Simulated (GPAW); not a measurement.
**How SiC (Moissanite 3C) absorbs and reflects light**

Aim: the dielectric function of SiC (Moissanite 3C), and the optical constants that follow from it.

Program: GPAW 26.7.0. Level of theory: DFT, PBE, plane-wave PAW (GPAW data sets), scalar-relativistic, RPA, optical limit. Results are calculated unless marked as measured.

**1. The starting structure**

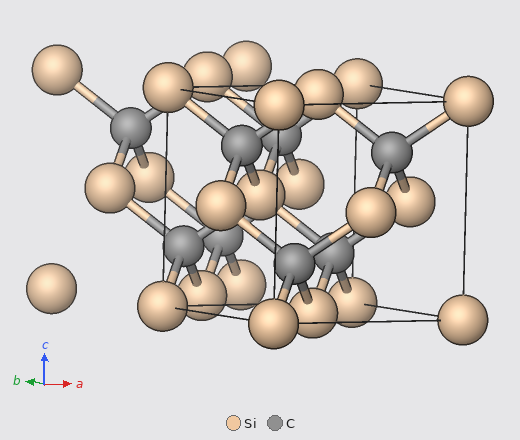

The cell as given, slightly off an axis (silicon light orange, carbon grey). 1×2×1 cells are drawn. This picture shows the conventional cell, with its axes. Bonds to atoms that aren't drawn are left out. Some periodic images of atoms are drawn too.

Coordinates:

```
Si C
1.0
     0.00000    2.17900    2.17900
     2.17900    0.00000    2.17900
     2.17900    2.17900    0.00000
Si C
1 1
Direct
  0.00000 0.00000 0.00000
  0.75000 0.75000 0.75000
```

**2. Ground state**

The self-consistent density comes first; it also tells whether there is a gap, which decides the occupations and the need for a Drude term.

This step: DFT, PBE, plane-wave PAW (GPAW data sets), scalar-relativistic, ground state (GPAW 26.7.0).

Input file gs.py:

```python
from ase import Atoms
from ase.dft.bandgap import bandgap
from gpaw import GPAW, PW, FermiDirac

atoms = Atoms(['Si', 'C'],
              cell=[[0.000000000000, 2.179000000000, 2.179000000000],
                    [2.179000000000, 0.000000000000, 2.179000000000],
                    [2.179000000000, 2.179000000000, 0.000000000000]],
              scaled_positions=[[0.000000000000, 0.000000000000, 0.000000000000],
                                [0.750000000000, 0.750000000000, 0.750000000000]],
              pbc=[True, True, True])
atoms.calc = GPAW(mode=PW(550), xc='PBE', kpts={'size': (9, 9, 9), 'gamma': True},
                  occupations=FermiDirac(0.05), maxiter=150, txt='gs.txt')
print('energy (eV)', atoms.get_potential_energy())
print('Fermi level (eV)', atoms.calc.get_fermi_level())
print('valence electrons', atoms.calc.get_number_of_electrons())
print('gap (eV)', bandgap(atoms.calc, output=None)[0])
print('direct gap (eV)', bandgap(atoms.calc, direct=True, output=None)[0])
atoms.calc.write('gs.gpw')
```

The run is started by

```sh
$ OMP_NUM_THREADS=1 python gs.py
```

Numbers of over 12 decimals in the logs are rounded to 6 here.

The program printed:

```text
__  _  _
 | _ |_)|_||  |
 |__||  | ||/\| - 26.7.0

Versions:
  Python: 3.12.14
  ASE:    3.29.0
  Numpy:  2.5.5
  Scipy:  1.18.1
  Libxc:  7.0.0

Input parameters:
  mode=PW(ecut=550.0),
  kpts=MonkhorstPack(size=(9, 9, 9), gamma=True),
  maxiter=150,
  occupations=Occupations(name='fermi-dirac', width=0.05, fixmagmom=False),
  xc=XC(name='PBE')

Diagonalizing LCAO Hamiltonian
Converting LCAO to pw mode

                 C

       Si

Atoms  # Å, Bohr magnetons
|   | symbol |        x |        y |        z |    initial magnetic moments |
| 0 |     Si | 0.000000 | 0.000000 | 0.000000 | ( 0.0000,  0.0000,  0.0000) |
| 1 |      C | 3.268500 | 3.268500 | 3.268500 | ( 0.0000,  0.0000,  0.0000) |

Unit cell  # Å
| periodic |        x |        y |        z |  lengths |    angles |
|      yes | 0.000000 | 2.179000 | 2.179000 | 3.081571 | 60.000000 |
|      yes | 2.179000 | 0.000000 | 2.179000 | 3.081571 | 60.000000 |
|      yes | 2.179000 | 2.179000 | 0.000000 | 3.081571 | 60.000000 |

Number of symmetries: 24
Symmetry operations  # r_c * U_cc + t_c -> r_c
|    | kind |            matrix            |
|  0 |  E   |  1, 0, 0,  0, 1, 0,  0, 0, 1 |
|  1 |  σ   |  1, 0, 0,  0, 0, 1,  0, 1, 0 |
|  2 |  σ   |  1, 0,-1,  0, 1,-1,  0, 0,-1 |
|  3 |  C3  |  1, 0,-1,  0, 0,-1,  0, 1,-1 |
|  4 |  C3  |  1,-1, 0,  0,-1, 1,  0,-1, 0 |
|  5 |  σ   |  1,-1, 0,  0,-1, 0,  0,-1, 1 |
|  6 |  σ   |  0, 1, 0,  1, 0, 0,  0, 0, 1 |
|  7 |  C3  |  0, 1, 0,  0, 0, 1,  1, 0, 0 |
|  8 |  C2  |  0, 1,-1,  1, 0,-1,  0, 0,-1 |
|  9 |  S4  |  0, 1,-1,  0, 0,-1,  1, 0,-1 |
| 10 |  C3  |  0, 0, 1,  1, 0, 0,  0, 1, 0 |
| 11 |  σ   |  0, 0, 1,  0, 1, 0,  1, 0, 0 |
| 12 |  S4  |  0, 0,-1,  1, 0,-1,  0, 1,-1 |
| 13 |  C3  |  0, 0,-1,  0, 1,-1,  1, 0,-1 |
| 14 |  S4  |  0,-1, 1,  1,-1, 0,  0,-1, 0 |
| 15 |  C2  |  0,-1, 1,  0,-1, 0,  1,-1, 0 |
| 16 |  C3  |  0,-1, 0,  1,-1, 0,  0,-1, 1 |
| 17 |  S4  |  0,-1, 0,  0,-1, 1,  1,-1, 0 |
| 18 |  S4  | -1, 1, 0, -1, 0, 1, -1, 0, 0 |
| 19 |  C3  | -1, 1, 0, -1, 0, 0, -1, 0, 1 |
| 20 |  C3  | -1, 0, 1, -1, 1, 0, -1, 0, 0 |
| 21 |  S4  | -1, 0, 1, -1, 0, 0, -1, 1, 0 |
| 22 |  σ   | -1, 0, 0, -1, 1, 0, -1, 0, 1 |
| 23 |  C2  | -1, 0, 0, -1, 0, 1, -1, 1, 0 |

BZ-sampling:
  Number of BZ points: 729
  Number of IBZ points: 35

  Monkhorst-Pack size: [9, 9, 9]
  Monkhorst-Pack shift: [0, 0, 0]

K-points  # in reciprocal-cell coordinates
|     |                                coordinates |     weight |
|   0 | (  0.00000000,   0.00000000,   0.00000000) | 0.00137174 |
|   1 | (  0.11111111,   0.11111111,   0.00000000) | 0.00823045 |
|   2 | (  0.11111111,   0.11111111,   0.11111111) | 0.01097394 |
|   3 | (  0.22222222,   0.11111111,   0.11111111) | 0.01646091 |
|   4 | (  0.22222222,   0.22222222,   0.00000000) | 0.00823045 |
|   5 | (  0.22222222,   0.22222222,   0.11111111) | 0.03292181 |
|   6 | (  0.22222222,   0.22222222,   0.22222222) | 0.01097394 |
|   7 | (  0.33333333,   0.22222222,   0.11111111) | 0.03292181 |
|   8 | (  0.33333333,   0.22222222,   0.22222222) | 0.03292181 |
|   9 | (  0.33333333,   0.33333333,  -0.33333333) | 0.01646091 |
| ... |                                            |            |
|  34 | (  0.44444444,   0.44444444,   0.44444444) | 0.01097394 |

Plane wave coefficients: 620
Cutoff: 550.0 eV

Spin-components: 1 (collinear spins)
Bands:           8
Projectors:      10
Spin-degeneracy: 2
Datatype:        complex128

Parallelization:
  kpt:    1
  domain: 1
  band:   1

Density:
  Valence electrons: 8.0
  Components: 1
  Grid points: [18 18 18]
  Charge: 0.0  # |e|

Potential:
  Grid points: [18 18 18]

species:
  Si:
    name:    Silicon
    id:
    Z:       14.0
    valence: 4
    core:    10
    charge:  0.0  # [|e|]
    compensation charges:
      type: gauss
      rc: 0.33  # [Å]
      lmax: 2
    cutoffs:
      filter: 1.86  # [Å]
      core: 2.06  # [Å]
    projectors
    | kind |    occ | energy [eV] | rcut [Å] |
    |   3s |  2.000 |     -10.812 |    1.058 |
    |   3p |  2.000 |      -4.081 |    1.058 |
    |    s |        |      16.399 |    1.058 |
    |    p |        |      23.130 |    1.058 |
    |    d |        |       0.000 |    1.058 |

    Using partial waves for Si as LCAO basis

  C:
    name:    Carbon
    id:
    Z:       6.0
    valence: 4
    core:    2
    charge:  0.0  # [|e|]
    compensation charges:
      type: gauss
      rc: 0.20  # [Å]
      lmax: 2
    cutoffs:
      filter: 1.14  # [Å]
      core: 1.14  # [Å]
    projectors
    | kind |    occ | energy [eV] | rcut [Å] |
    |   2s |  2.000 |     -13.751 |    0.635 |
    |   2p |  2.000 |      -5.284 |    0.635 |
    |    s |        |      13.461 |    0.635 |
    |    p |        |      21.927 |    0.635 |
    |    d |        |       0.000 |    0.635 |

    Using partial waves for C as LCAO basis

Reference energy: -8913.972366  # eV

eigensolver:
  PPCG
  Converge bands: occupied
  niter=2

density mixing:
  MSR1-Mixer
  Pratt-step length: 0.05
  Maximum mixing coefficient: 0.75
  Old densities: 10
  SVD Regularization: 0.005
  Good broyden scale: 1.0
  Trust region scale: 1.0
  Backstep threshold: 4.0
  History deletion threshold: 6.0
  Fourier metric: weight=20.0, sigma=0.015

occupation numbers:
  Fermi-Dirac:
    width: 0.0500  # eV

poisson solver:
  ecut: 4400.0  # eV

xc functional:
  name: PBE with 2 nearest neighbor stencil

convergence criteria:
- Maximum [total energy] change in last 3 cyles: 0.0005 eV / valence electron
- Maximum integral of absolute [dens]ity change: 0.0001 electrons / valence electron
- Maximum integral of absolute [eigenst]ate change: 4e-08 eV^2 / valence electron
maximum number of iterations: 150

SCF iterations
|iter     |      energy | eigst |  dens |
|iter:   1||  -16.587047 | -0.15 |       |
|iter:   2||  -16.211706 | -2.18 | -0.56 |
|iter:   3||  -14.961329 | -0.83 | -0.61 |
|iter:   4||  -14.967226 | -2.79 | -1.32 |
|iter:   5||  -14.970553 | -3.43 | -1.69 |
|iter:   6||  -14.970623c| -5.39 | -2.68 |
|iter:   7||  -14.970628c| -6.57 | -3.27 |
|iter:   8||  -14.970628c| -8.19c| -4.15c|

Converged in 8 steps
SCF loop duration: 3.761 s (0.470 s/step)
Energy contributions relative to reference atoms: (reference = -8913.972366)

Energy contributions:
  Kinetic:          16.256228
  Coulomb:         -13.682379
  Zero:             -0.021581
  External:          0.000000
  Xc:              -17.522895
  Entropy:          -0.000000
  Spinorbit:         0.000000
  ----------------------------
  Free energy:     -14.970628
  Extrapolated:    -14.970628

dipole moment: (-8.048186, -8.048186, -8.048186)  # |e|*Ang

Fermi level: 8.993
Eigenvalues  # (at kpt = [0.000, 0.000, 0.000])
| band index |      eig [eV] | occ [0-2] |
|          0 |        -7.164 |     2.000 |
|          1 |         8.249 |     2.000 |
|          2 |         8.249 |     2.000 |
|          3 |         8.249 |     2.000 |
|          4 |        14.511 |     0.000 |
|          5 |        15.550 |     0.000 |
|          6 |        15.550 |     0.000 |
|          7 |        15.550 |     0.000 |

Gap: 1.496 eV
Transition (v -> c):
  (s=0, k=0, n=3, [0.00, 0.00, 0.00]) -> (s=0, k=30, n=4, [0.44, 0.44, 0.00])
Direct/indirect transitions are different
Direct gap: 4.622 eV
Transition at: (s=0, k=30, n=3, [0.44, 0.44, 0.00])

--- standard output ---
energy (eV) -14.970628
Fermi level (eV) 8.993442
valence electrons 8.0
gap (eV) 1.495812
direct gap (eV) 4.622340
```

It took 5.6 s on 1 thread of Arm Neoverse V1, shared host; peak memory 0.14 GiB.

Numbers from this step:

- energy: -14.97 eV
- Fermi energy: 8.993 eV
- gap on the k-mesh: 1.496 eV
- direct gap on the mesh: 4.622 eV
- electrons: 8

There is a gap, 1.50 eV on this mesh (points off the mesh can give less), so no carriers' term is needed.

**3. Bands for the response**

At the fixed density, many empty bands are solved on the mesh of the response, since the spectrum sums over them.

This step: DFT, PBE, plane-wave PAW (GPAW data sets), scalar-relativistic, bands at fixed density (GPAW 26.7.0).

Input file nscf.py:

```python
from ase.dft.bandgap import bandgap
from gpaw import GPAW, FermiDirac

calc = GPAW('gs.gpw').fixed_density(kpts={'size': (16, 16, 16), 'gamma': True}, nbands=25, convergence={'bands': 19},
                                    occupations=FermiDirac(0.001), txt='nscf.txt')
print('gap (eV)', bandgap(calc, output=None)[0])
print('direct gap (eV)', bandgap(calc, direct=True, output=None)[0])
print('top band over the Fermi level (eV)', min(calc.get_eigenvalues(kpt=k)[18] for k in range(len(calc.get_ibz_k_points()))) - calc.get_fermi_level())
calc.write('full.gpw', mode='all')
```

The run is started by

```sh
$ OMP_NUM_THREADS=1 python nscf.py
```

The program printed:

```text
Diagonalizing LCAO Hamiltonian
Converting LCAO to pw mode
convergence criteria:
- Maximum integral of absolute [eigenst]ate change: 4e-08 eV^2 / valence electron
maximum number of iterations: 150

SCF iterations
|iter     |      energy | eigst |  dens |
|iter:   1||             | +3.18 |       |
|iter:   2||             | +1.41 |       |
|iter:   3||             | -1.00 |       |
|iter:   4||             | -2.69 |       |
|iter:   5||             | -4.69 |       |
|iter:   6||             | -6.19 |       |
|iter:   7||             | -7.47c|       |
SCF steps: 7
  __  _  _
 | _ |_)|_||  |
 |__||  | ||/\| - 26.7.0

Versions:
  Python: 3.12.14
  ASE:    3.29.0
  Numpy:  2.5.5
  Scipy:  1.18.1
  Libxc:  7.0.0

Input parameters:
  mode=PW(ecut=550.0),
  convergence={'bands': 19},
  gpts=array([18, 18, 18]),
  kpts=MonkhorstPack(size=(16, 16, 16), gamma=True),
  maxiter=150,
  nbands=25,
  occupations=Occupations(name='fermi-dirac', width=0.001, fixmagmom=False),
  parallel={},
  xc=XC(name='PBE')

--- standard output ---
gap (eV) 1.350157
direct gap (eV) 4.542540
top band over the Fermi level (eV) 32.398518
```

It took 37 s on 1 thread; peak memory 0.2 GiB.

Numbers from this step:

```
gap on the k-mesh      : 1.350 eV
direct gap on the mesh : 4.543 eV
```

**4. Dielectric function, RPA**

Local fields let the induced charge screen the field inside the cell, which as a rule lowers ε, most along directions where the density is uneven.

This step: DFT, PBE, plane-wave PAW (GPAW data sets), scalar-relativistic, RPA, optical limit (GPAW 26.7.0).

Input file df.py:

```python
from gpaw.response.df import DielectricFunction

df = DielectricFunction('full.gpw', frequencies={'type': 'nonlinear', 'domega0': 0.03, 'omega2': 8},
                        ecut=70,
                        eta=0.12,
                        nbands=19,
                        txt='df.txt')
for direction in ['x']:
    df.get_dielectric_function(xc='RPA', direction=direction, filename=f'df_{direction}.csv')
```

The run is started by

```sh
$ OMP_NUM_THREADS=1 python df.py
```

The program printed:

```text
Using integrator: PointIntegrator
NonLinearFrequencyDescriptor(from 0.000 to 58.017 eV, 484 points)
Nonperiodic BCs:  [False False False]
Using integrator: PointIntegrator
NonLinearFrequencyDescriptor(from 0.000 to 58.017 eV, 484 points)
Nonperiodic BCs:  [False False False]

Calculating chi0 body with:
    Ground state adapter containing:
    Number of spins: 1
    Number of kpoints: 4096
    Number of irreducible kpoints: 145
    Number of completely occupied states: 4
    Number of partially occupied states: 4

    Linear response parametrization:
    q_c: [0.0, 0.0, 0.0]
    Number of frequency points: 484
    Planewave cutoff: 70.0
    Number of bands: 19
    Number of planewaves: 27
    Broadening (eta): 0.12

Integrating chi0 body.

Symmetries of q_c:
    Direct symmetries (Uq -> q): 24
    Indirect symmetries (TUq -> q): 24
In total 48 allowed symmetries.

145 groups of equivalent kpoints. 96.4599609375% reduction.

Integral kind: spectral function

Calculating chi0 optical extensions with:
    Ground state adapter containing:
    Number of spins: 1
    Number of kpoints: 4096
    Number of irreducible kpoints: 145
    Number of completely occupied states: 4
    Number of partially occupied states: 4

    Linear response parametrization:
    Number of frequency points: 484
    Planewave cutoff: 70.0
    Number of bands: 19
    Number of planewaves: 27
    Broadening (eta): 0.12
Integrating chi0 head and wings.

Symmetries of q_c:
    Direct symmetries (Uq -> q): 24
    Indirect symmetries (TUq -> q): 24
In total 48 allowed symmetries.

145 groups of equivalent kpoints. 96.4599609375% reduction.

Integral kind: spectral function wings
```

Run time: 5.7 s. Hardware: 1 thread; peak memory 0.23 GiB.

Numbers from this step:

| Quantity | Value |
| --- | --- |
| electronic dielectric constant ε∞, mean over x, y and z (by symmetry where fewer were run) | 6.630 |
| main peak of Im epsilon, first axis | 6.913 eV |

The Im ε, E ∥ x has structure finer than the step of the table below, so its rows give means over 1 eV, whole bins alone (the curve runs from 0 to 14.0 eV). Peaks (eV: height): 6.9: 21.0, 8.3: 13.7.

Values under the direct gap are tails of Lorentzian lines. The Im ε, E ∥ x by photon energy; means over each step:

```
photon energy (eV)  Im ε, E ∥ x
                 1       0.0263
                 2       0.0611
                 3        0.124
                 4        0.363
                 5         2.97
                 6         8.98
                 7         16.2
                 8         11.0
                 9         8.91
                10         6.40
                11         3.45
                12         3.15
                13         2.05
```

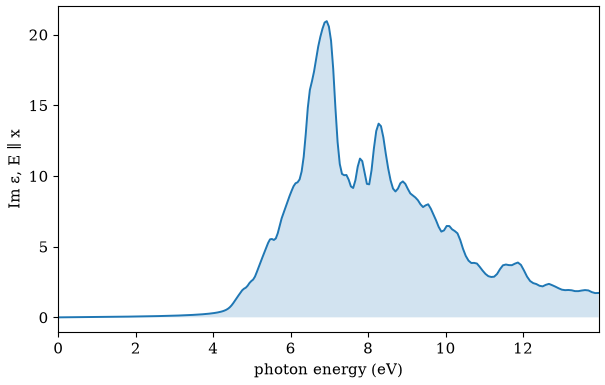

Im ε, E ∥ x against photon energy.

(Part 1 of 2 ends here.)

[Machine, clock and banner lines and Python warnings are left out of the logs.]

[Logs are printed without paths, hosts, clocks, repeated set-up lines and the standing remarks that a program may print on its own settings, such as how far it seeks lower states.]

[Hosts, paths, dates, database ids (printed as entryN), source tags and the programs' standing remarks are cut or masked in the printed files.]
